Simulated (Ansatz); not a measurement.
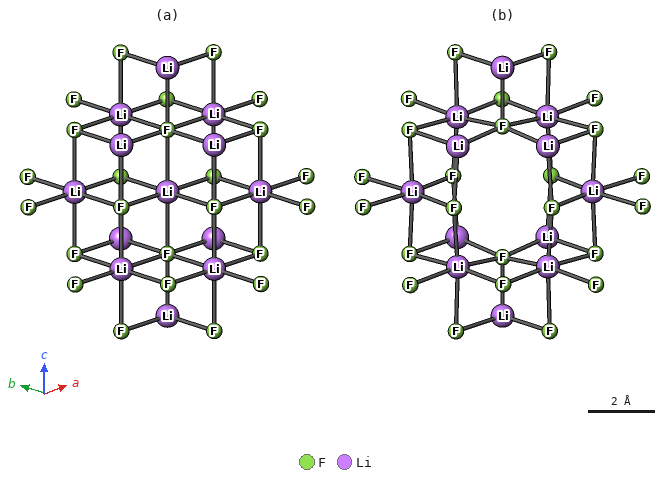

Left: perfect LiF. Right: the same region with one point defect, after relaxing the atoms in a supercell of 64 sites. The picture is a ball-and-stick view of the atoms within 4.6 Å of one point, in a slice 5.0 Å thick across the line of sight, seen from a free direction.

These are results of DFT, PBEsol, PAW, plane waves in Ansatz 0.2.0, not measurements. Settings: plane-wave cutoff 420 eV; k-point mesh 1 × 1 × 1; mesh shifted by (0.25, 0.25, 0.25); collinear spin. Fermi-Dirac smearing of 0.01 eV. A uniform background neutralises the charged cell. The axes drawn are those of the host's conventional cell.

Which defect is it?

A lithium atom is taken out (a vacancy).

The charge state of the cell is −1.

How does the lattice respond?

Around the empty Li site the host had 6 F at 2.00 Å; after relaxation the nearest atoms are 6 F at 2.12 Å. Of the host's atoms, a fluorine atom moves furthest from its site, by 0.11 Å. The cell ends without a net magnetic moment.

Limits of the set-up: the periodic images lie only 8.0 Å apart, so the values are limited by the cell's size; the cell is charged, on a uniform background, and energies carry no finite-size correction.
